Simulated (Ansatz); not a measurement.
# Two runs on SiC

System: SiC (P6₃mc, 4 atoms in the cell).
Method of the first run: Kohn-Sham DFT of a periodic cell, PBE, Ansatz PAW, no spin polarisation (Ansatz 0.2.0).

The structure derives from an entry of the Crystallography Open Database. Text and figures count atoms from 1; the logs count them from 0 in places.

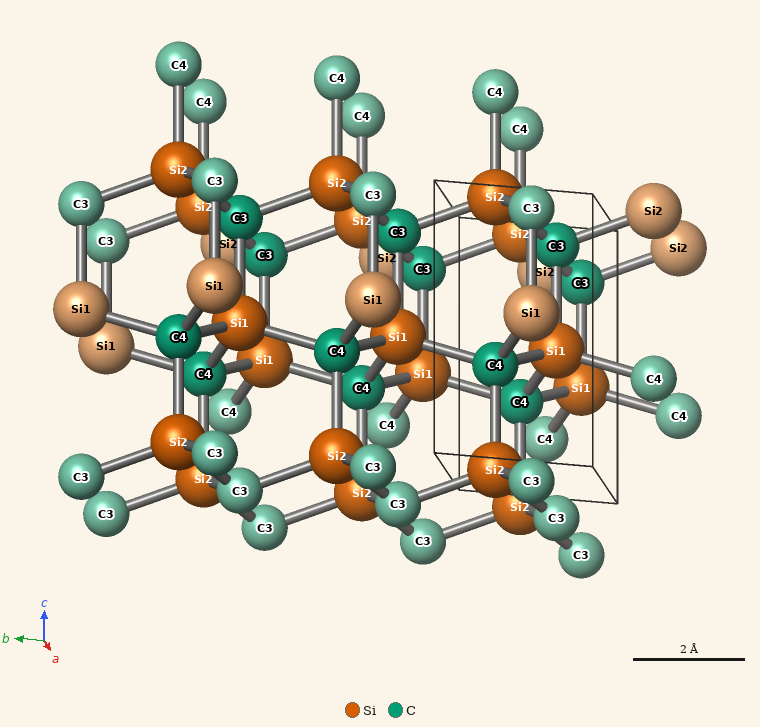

**Figure 1.** The structure as given in the input (ball-and-stick view of the cell of the calculation, repeated 2 × 3 × 1, seen at an oblique angle; neighbours outside the cell are drawn fainter; atoms are numbered from 1 in the order of the input). Near neighbours in the crystal (not all of them lie inside the picture): Si has 4 C at 1.87 to 1.94 Å; C has 4 Si at 1.87 to 1.94 Å.

Input file, the first run:
```yaml
crystal:
  lattice:
    - [3.076, 0.0, 0.0]
    - [-1.538, 2.663894142, 0.0]
    - [0.0, 0.0, 5.048]
  atoms:
    - { symbol: Si, position: [0.6666666667, 0.3333333333, 0.5] }
    - { symbol: Si, position: [0.3333333333, 0.6666666667, 0.0] }
    - { symbol: C, position: [0.6666666667, 0.3333333333, 0.885] }
    - { symbol: C, position: [0.3333333333, 0.6666666667, 0.385] }
hamiltonian:
  xc: pbe
  pseudopotentials: { kind: paw }
kpoints:
  mp_grid: { grid: [7, 7, 4] }
scf:
  occupations: { method: fermi_dirac, width: 0.05 }
output:
  forces: true
  stress: true
  eigenvalues: true
```

Command:
```bash
ansatz run input.yaml --threads 2 --pin off --max-ram 5120MiB --backend cpu --events-out ev --progress --plain --runs-dir out
```

Hardware: 2 threads of Arm Neoverse V2, 24 GiB of memory available, shared host.

Output, shortened to warnings, some set-up lines, iterations and results (the first run):
```
Basis set: ecut = 420 eV, 785 PW (Γ), exchange–correlation on 48×48×72 points (8 copies of the dense FFT grid, shifted against one another)
Symmetry: 12 space group operations
k-points: 24 of 196 (time reversal used)
Initial density: superposition of atomic densities (neutral atoms: chi_scale 0, normalization atom), corrected by the library's trained network
[...]
SCF iter   1: F=—  HF=-1774.263367 eV  |F-HF|=—  |Δ(HF+E_count)|=         —  Δρ=2.37e-3  dr2=2.44e-3  ethr=1.77e-3  ⟨swp⟩=5.2  Hψ=1895  notcnv=0
SCF iter   2: F=—  HF=-1774.263359 eV  |F-HF|=—  |Δ(HF+E_count)|=   8.02e-6  Δρ=8.61e-4  dr2=1.78e-4  ethr=1.52e-5  ⟨swp⟩=2.2  Hψ=678  notcnv=0
SCF iter   3: F=—  HF=-1774.263391 eV  |F-HF|=—  |Δ(HF+E_count)|=   3.26e-5  Δρ=3.76e-4  dr2=2.38e-5  ethr=1.11e-6  ⟨swp⟩=2.0  Hψ=434  notcnv=0
SCF iter   4: F=—  HF=-1774.263420 eV  |F-HF|=—  |Δ(HF+E_count)|=   2.86e-5  Δρ=6.71e-5  dr2=8.67e-7  ethr=1.49e-7  ⟨swp⟩=2.4  Hψ=460  notcnv=0
SCF iter   5: F=-1774.263421 eV  HF=-1774.263421 eV  |F-HF|=1.53e-8  |Δ(HF+E_count)|=   1.45e-6  Δρ=6.59e-6  dr2=7.96e-9  ethr=5.42e-9  ⟨swp⟩=2.2  Hψ=482  notcnv=0
SCF iter   6: F=-1774.263421 eV  HF=-1774.263421 eV  |F-HF|=1.81e-10  |Δ(HF+E_count)|=   1.72e-8  Δρ=7.51e-7  dr2=1.35e-10  ethr=4.98e-11  ⟨swp⟩=2.0  Hψ=980  notcnv=0
SCF 1 converged in 6 iterations: F = -1774.263421 eV  dr2 = 1.35e-10
SCF converged after 6 iterations
Free energy (F): -1774.263421 eV
Harris-Foulkes:  -1774.263421 eV  (|F-HF|=1.81e-10)
Internal energy: -1774.263421 eV  (E = F + TS)
E sigma→0 (E₀):  -1774.263421 eV
Fermi energy:    11.053088 eV
--- Per-component energies (eV) ---
  E_band       = 57.496676
  E_kinetic    = 271.778879
  E_local      = -211.065898  (includes V_loc(G=0)·N_el)
  E_nonlocal   = 103.689868
  E_hartree    = 65.216362
  E_xc         = -211.132867
  E_vxc        = -218.905471  (∫ρ·V_xc dr)
  E_paw        = -1224.178909  (= ΣΔE_a)
  E_vpaw       = -18.433389  (= ΣTr[D̂ρ^β])
  E_aug_tail   = 0.000028  (compensation charges beyond the density's cutoff)
  E_ewald      = -568.570884
  E_smearing   = -0.000000  (= −TS)
  E_closure    = -0.000000  (closes the sum)
  Σ components = -1774.263421   (vs F -1774.263421, Δ=0.00e0)
--- Forces (eV/Å), atoms counted from 1 ---
  atom   1  Si     0.00000000     0.00000000     0.74911475
  atom   2  Si     0.00000000    -0.00000000     0.74911475
  atom   3  C     -0.00000000     0.00000000    -0.74911836
  atom   4  C      0.00000000    -0.00000000    -0.74911836
  max |Σ_I F_I| component: 7.22e-6 eV/Å
--- Stress (GPa, compression-positive) ---
        5.336660       0.000000       0.000000
        0.000000       5.336660       0.000000
        0.000000       0.000000       0.406884
  P = ⅓ Tr σ = 3.6934 GPa (36.934 kbar)
```

The input of the second run differs as follows (lines with − go, lines with + come):
```diff
-  pseudopotentials: { kind: paw }
+  pseudopotentials: { kind: paw, partial_waves: polarizable }
-  mp_grid: { grid: [7, 7, 4] }
+  mp_grid: { grid: [10, 10, 5] }
```

What does this change do to the results?

The total energies belong to different models, so their difference says nothing on which is more stable or more accurate. The gap on the mesh goes from 2.64 to 2.48 eV. The number of SCF iterations is the same. The irreducible k-points go from 24 to 42.

Output, shortened to warnings, some set-up lines, iterations and results (the second run):
```
Basis set: ecut = 420 eV, 785 PW (Γ), exchange–correlation on 48×48×72 points (8 copies of the dense FFT grid, shifted against one another)
Symmetry: 12 space group operations
k-points: 42 of 500 (time reversal used)
Initial density: superposition of atomic densities (neutral atoms: chi_scale 0, normalization atom), corrected by the library's trained network
[...]
SCF iter   1: F=—  HF=-1774.265885 eV  |F-HF|=—  |Δ(HF+E_count)|=         —  Δρ=2.43e-3  dr2=2.60e-3  ethr=1.77e-3  ⟨swp⟩=5.2  Hψ=3297  notcnv=0
SCF iter   2: F=—  HF=-1774.265835 eV  |F-HF|=—  |Δ(HF+E_count)|=   4.94e-5  Δρ=8.78e-4  dr2=1.89e-4  ethr=1.62e-5  ⟨swp⟩=2.2  Hψ=1185  notcnv=0
SCF iter   3: F=—  HF=-1774.265867 eV  |F-HF|=—  |Δ(HF+E_count)|=   3.16e-5  Δρ=3.81e-4  dr2=2.48e-5  ethr=1.18e-6  ⟨swp⟩=2.0  Hψ=766  notcnv=0
SCF iter   4: F=—  HF=-1774.265896 eV  |F-HF|=—  |Δ(HF+E_count)|=   2.95e-5  Δρ=6.65e-5  dr2=8.70e-7  ethr=1.55e-7  ⟨swp⟩=2.5  Hψ=825  notcnv=0
SCF iter   5: F=-1774.265898 eV  HF=-1774.265898 eV  |F-HF|=1.50e-8  |Δ(HF+E_count)|=   1.40e-6  Δρ=6.55e-6  dr2=7.99e-9  ethr=5.44e-9  ⟨swp⟩=2.1  Hψ=836  notcnv=0
SCF iter   6: F=-1774.265898 eV  HF=-1774.265898 eV  |F-HF|=1.86e-10  |Δ(HF+E_count)|=   1.69e-8  Δρ=7.68e-7  dr2=1.41e-10  ethr=5.00e-11  ⟨swp⟩=2.0  Hψ=1723  notcnv=0
SCF 1 converged in 6 iterations: F = -1774.265898 eV  dr2 = 1.41e-10
SCF converged after 6 iterations
Free energy (F): -1774.265898 eV
Harris-Foulkes:  -1774.265898 eV  (|F-HF|=1.86e-10)
Internal energy: -1774.265898 eV  (E = F + TS)
E sigma→0 (E₀):  -1774.265898 eV
Fermi energy:    10.988765 eV
--- Per-component energies (eV) ---
  E_band       = 57.482885
  E_kinetic    = 271.760132
  E_local      = -211.046584  (includes V_loc(G=0)·N_el)
  E_nonlocal   = 103.696112
  E_hartree    = 65.204016
  E_xc         = -211.132363
  E_vxc        = -218.904543  (∫ρ·V_xc dr)
  E_paw        = -1224.176353  (= ΣΔE_a)
  E_vpaw       = -18.430215  (= ΣTr[D̂ρ^β])
  E_aug_tail   = 0.000028  (compensation charges beyond the density's cutoff)
  E_ewald      = -568.570884
  E_smearing   = -0.000000  (= −TS)
  E_closure    = 0.000000  (closes the sum)
  Σ components = -1774.265898   (vs F -1774.265898, Δ=0.00e0)
--- Forces (eV/Å), atoms counted from 1 ---
  atom   1  Si     0.00000000     0.00000000     0.75270839
  atom   2  Si     0.00000000    -0.00000000     0.75270839
  atom   3  C     -0.00000000     0.00000000    -0.75271117
  atom   4  C      0.00000000    -0.00000000    -0.75271117
  max |Σ_I F_I| component: 5.57e-6 eV/Å
--- Stress (GPa, compression-positive) ---
        5.317475       0.000000       0.000000
        0.000000       5.317475       0.000000
        0.000000       0.000000       0.452580
  P = ⅓ Tr σ = 3.6958 GPa (36.958 kbar)
```

The two runs side by side:

| quantity | the first run | the second run |
| --- | --- | --- |
| outcome | converged | converged |
| free energy per atom (eV) | −443.5659 | −443.5665 |
| gap on the mesh (eV) | 2.64 | 2.48 |
| pressure (GPa) | 3.69 | 3.70 |
| largest force (eV/Å) | 0.749 | 0.753 |
| SCF iterations | 6 | 6 |
| irreducible k-points | 24 | 42 |
| plane waves at Γ | 785 | 785 |
| wall time (shared host) | 0.64 s | 0.98 s |
